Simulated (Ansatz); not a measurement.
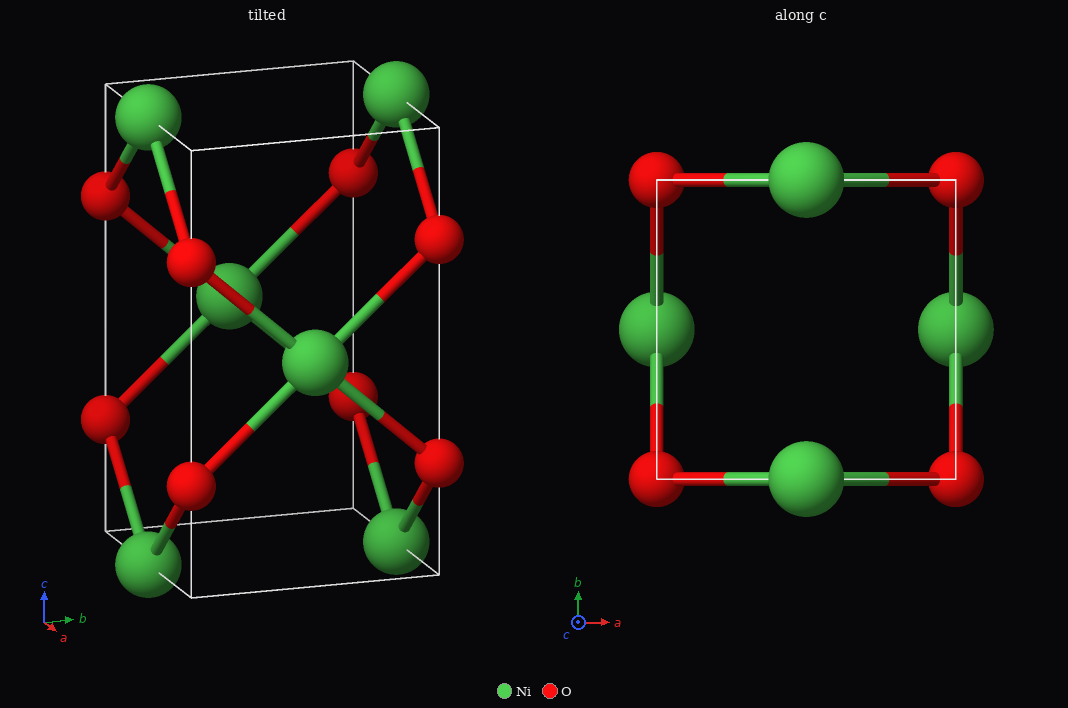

The structure above is drawn in ball-and-stick style and viewed slightly off an axis and along the c axis. Atoms at the boundary of the conventional unit cell (the box) are drawn once for each face, edge or corner they touch. Cell: a = 2.83 Å, b = 2.83 Å, c = 5.01 Å, α = 90.00°, β = 90.00°, γ = 90.00°.

The cell started as a random cell made by a generator, so it need not be a real form of the compound. Earlier steps of the study may have refined or changed the cell and positions. It went into a calculation with Ansatz.

### Describe the arrangement of the atoms.

Its composition is NiO. It belongs to space group P4_2/mmc (No. 131) and has a primitive tetragonal lattice. It has 4 atoms to the cell (2 Ni, 2 O). About every Ni there are four O in a distorted square planar arrangement at about 1.9 Å. The neighbours of O are four Ni in a distorted tetrahedral arrangement at about 1.9 Å. The bonds build a three-dimensional framework.

Run with DFT PBE, scalar-relativistic, plane waves, PAW (Ansatz) and these settings: plane-wave cutoff 420 eV, a 16×16×10 grid in reciprocal space, Gaussian smearing of 0.1 eV, no spin polarisation (a spin-restricted run, not always the ground state).

### What is the band gap, if any?

A metal: bands cross the Fermi level.

### Give the Bader charge of each element.

Ni +0.96 e; O -0.96 e.

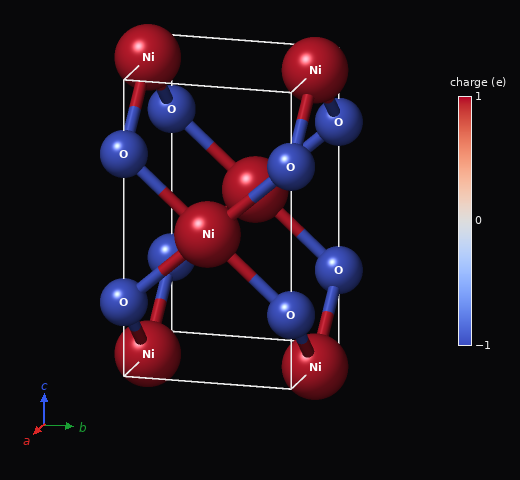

The atoms coloured by those charges. The run's cell of 4 atoms is drawn.

### Is this the optimised geometry for these settings?

Yes. All forces vanish to within 0.01 eV/Å. The pressure is 0.0 GPa, close to zero.
